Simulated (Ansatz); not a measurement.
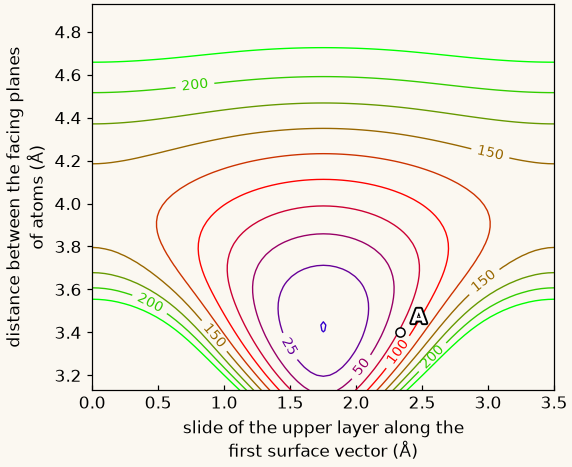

A bilayer of two Te₂Mo sheets (1H type), the upper one turned by 180 degrees about the normal (6 atoms in the cell). 
- The upper layer of a bilayer is slid along a line and lifted, both layers rigid.
- First axis: slide of the upper layer along the first surface vector, from Te4 above Te3. Second axis: distance between the facing planes of atoms.
- The scan uses a 6 × 6 grid; 24 points were computed and 12 follow by symmetry.
- Points are written as (first, second).
- Energies: mJ/m², counted from the lowest grid point.
- Level of theory: DFT PBE+D3(BJ), scalar-relativistic, plane waves, PAW in Ansatz. Settings: cutoff 420 eV, k-mesh 9×9×1, gaussian smearing 0.05 eV, no spin polarisation.

Drawn: contour lines labelled in mJ/m² (none above 225), the point A. Between grid points the surface is interpolated.

**Is A at rest? If not, where is it pushed?**

A, at (2.34 Å, 3.40 Å), is not a stationary point. The computed force is 250 mJ/m² for each Å towards smaller values of the first coordinate and 230 mJ/m² for each Å towards larger values of the second coordinate.

PAW datasets: the set soft_1.
